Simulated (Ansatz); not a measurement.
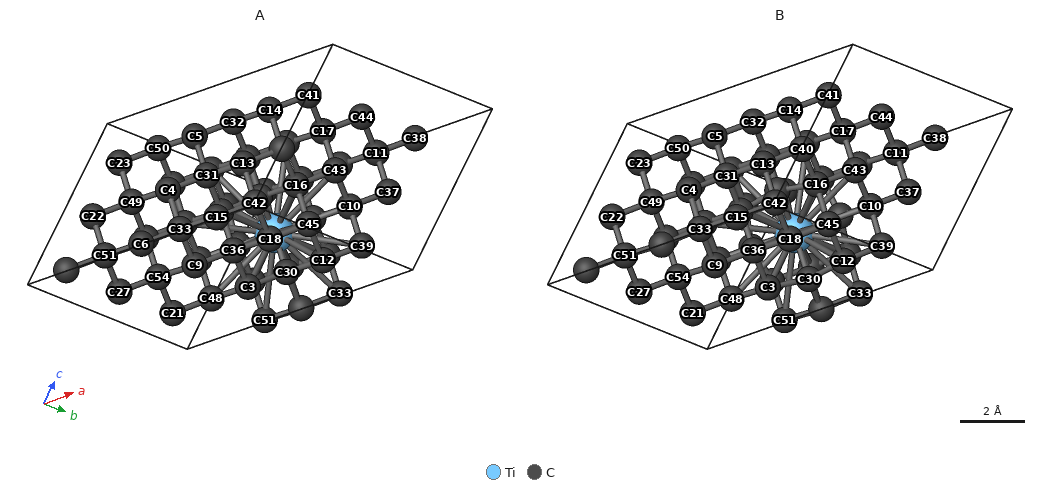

Two geometries of a defect cell of composition TiC$_{53}$, drawn at one scale. One is the start of a relaxation, the other its converged end. The picture is a ball-and-stick view of the cell of the calculation (origin shifted), seen from a free direction.

These are results of Ansatz 0.2.0, DFT, PBE, plane-wave PAW, default files, scalar-relativistic, not measurements. (plane-wave cutoff 420 eV; k-point mesh 3 × 3 × 3; occupations fermi dirac; smearing width 0.01 eV; no spin polarisation; atoms relaxed in a fixed cell; force threshold 0.03 eV/Å; at most 40 steps)

### Which geometry has the lower energy?

Structure B is the relaxed one. The largest moves, 0.28 Å, are those of C atoms. Ti stays in place. The cell doesn't change. Near-neighbour distances that change, for instance: C–Ti 1.544 → 1.823 Å, C–C 1.544 → 1.487 Å, C–Ti 2.522 → 2.552 Å, C–C 1.544 → 1.553 Å. Among the angles between lasting bonds that change: Ti–C–C 109.5° → 100.4°, C–C–C 109.5° → 100.5°, C–C–C 109.5° → 116.8°. After 4 geometry steps the energy has fallen by 10.227 eV per cell of the calculation. Largest force component: 12 eV/Å at the start, 0.002 eV/Å at the end.

Limits of the set-up: the periodic images lie only 7.6 Å apart, so the values are limited by the cell's size.
